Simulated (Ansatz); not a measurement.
SiC (P6_3mc): refractive index against wavelength

The refractive index of SiC (P6_3mc) along x below the direct gap (4.08 eV on the mesh) is read from one computed spectrum, n = √(Re ε). x, y and z are the Cartesian axes of the input cell.

Cell: a, b, c = 3.076, 3.076, 5.048 Å (primitive vectors), 4 atoms.

Method: Ansatz 0.2.0, PBE, independent particles, k-mesh 12×12×7 with interpolation inside its cells, Gaussian parameter 0.15 eV.

Launch of the response step: `ansatz run input.yaml --threads 4 --pin off --max-ram 8192MiB --backend cpu --events-out ev --progress --plain --runs-dir out`. The run took 12 s, on 4 threads of Arm Neoverse V2 (shared host).

| wavelength (nm) | photon energy E (eV) | n |
| --- | --- | --- |
| 1310 | 0.946 | 2.6854 |
| 1064 | 1.165 | 2.6956 |
| 850 | 1.459 | 2.7129 |
| 700 | 1.771 | 2.7365 |
| 633 | 1.959 | 2.7533 |
| 532 | 2.331 | ? |
| 450 | 2.755 | 2.8529 |

In the single-oscillator model n² − 1 = E₀E_d/(E₀² − E²), so 1/(n² − 1) = E₀/E_d − E²/(E₀E_d) is linear in E².

Working, on the rows shown:

| x = E² (eV²) | y = 1/(n² − 1) |
| --- | --- |
| 0.895757 | 0.160995 |
| 1.35784 | 0.159585 |
| 2.12762 | 0.157237 |
| 3.13716 | 0.15412 |
| 3.83641 | 0.15196 |
| 7.59115 | 0.140075 |

Means: x̄ = 3.1577, ȳ = 0.154. Σ(x − x̄)(y − ȳ) = -0.09233, Σ(x − x̄)² = 29.53. Slope = -0.09233 / 29.53 = -0.003126; intercept = ȳ − slope · x̄ = 0.16387. Turned back into n, the line misses the rows shown by at most 0.00068.

Problem. Predict the last column of the withheld row from the fit.

Solution. At x = 5.4314 the line gives y = 0.14689, that is 2.7943. The run gave 2.7937, so the interpolation is off by 0.00057, 0.3 % of the range in the table.

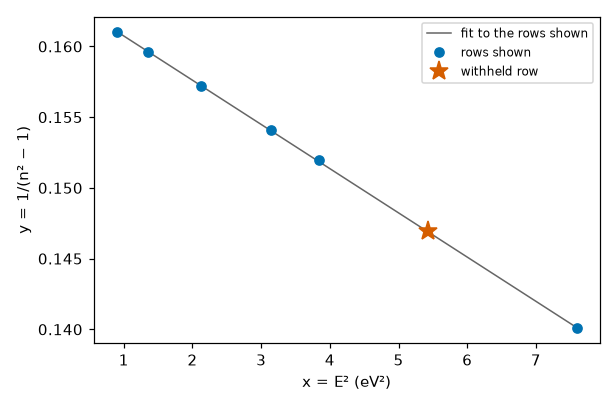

Refitted with all rows, the slope is -0.003122 and the intercept 0.16386. These give E₀ = √(intercept/−slope) = 7.24 eV and E_d = E₀/intercept = 44.2 eV; E₀ is 1.8 times the direct gap. The electronic limit at long wavelengths, without lattice vibrations, is n = √(1 + 1/intercept) = 2.665. Excitons are left out and so are local fields; PBE gaps are as a rule too small.
